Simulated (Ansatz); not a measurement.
Take the following structure.

```yaml
crystal:
  lattice:
    - [2.74742, 0.00000, 0.00000]
    - [-1.37371, 2.37934, 0.00000]
    - [0.00000, 0.00000, 4.45600]
  atoms:
    - { symbol: Ir, position: [0.66667, 0.33333, 0.75000] }
    - { symbol: Ir, position: [0.33333, 0.66667, 0.25000] }
```

Say what kind of structure these coordinates give.

Answer. The element is iridium. The symmetry is that of P6_3/mmc (No. 194), on a primitive hexagonal lattice. Type of structure: hexagonal close-packed (Mg type). The cell holds two atoms. Each Ir atom is coordinated by twelve Ir in an anticuboctahedral arrangement at 2.73 to 2.75 Å. The bonds build a three-dimensional framework.

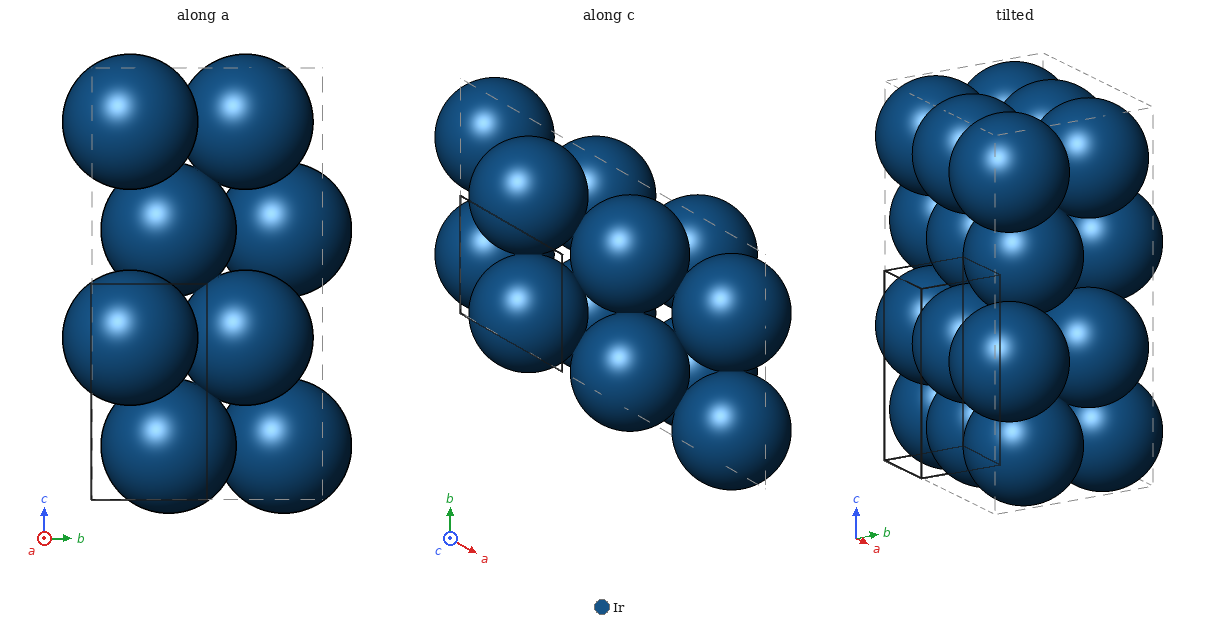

We look at a space-filling model of the crystal along the a axis, along the c axis and slightly off an axis. The solid frame is a single conventional unit cell within a 3×2×2 block. Colours: iridium blue.

It goes back to a structure listed in the Materials Project, with elements exchanged, so it need not be a known form of the compound. A relaxation with DFT PBE, scalar-relativistic, plane waves, PAW in Ansatz 0.2.0 gave the geometry drawn.
